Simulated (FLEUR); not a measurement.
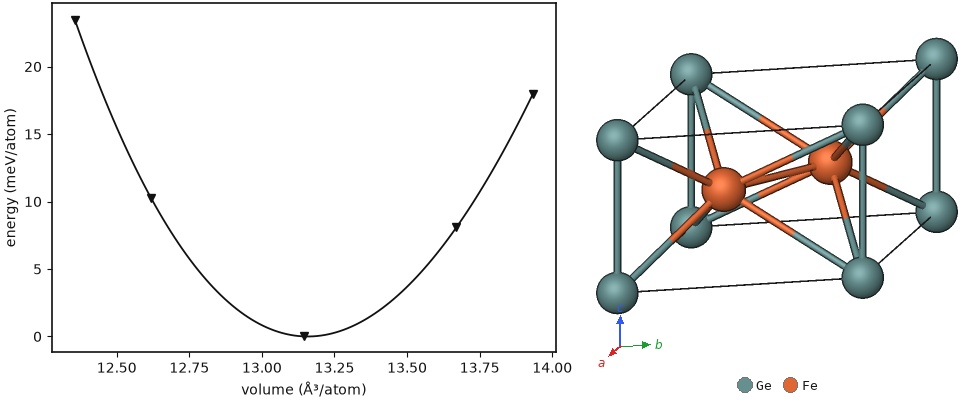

Plotted: energy against volume for Fe₂Ge, space group P6/mmm (No. 191). The conventional cell is drawn beside the plot.

Starting cell:
```
CELL_PARAMETERS angstrom
4.16363 0.00000 0.00000
-2.08182 3.60581 0.00000
0.00000 0.00000 2.62647
ATOMIC_POSITIONS crystal
Ge 0.00000 0.00000 0.00000
Fe 0.33333 0.66667 0.50000
Fe 0.66667 0.33333 0.50000
```

How it was computed, with FLEUR MaX-R8.1 (later development tree): all-electron LAPW DFT, collinear spins; energies at scaled volumes of the given cell, shape and fractions fixed, counted from the fit's minimum, third-order Birch-Murnaghan fit. Level: r2SCAN, collinear spin.

k mesh 7×7×10; occupations Fermi–Dirac; smearing width 0.05 eV; potentials all electron; program settings basis FLAPW, kmax 4.8 1/bohr.

**What equilibrium volume and bulk modulus follow from the curve?**

A third-order Birch–Murnaghan fit gives V0 = 13.16 Å³/atom, B0 = 139 GPa and B′ = 4.0.

Keep in mind: shape and atomic fractions are frozen while scaling, which makes layered, chain and framework solids too stiff.
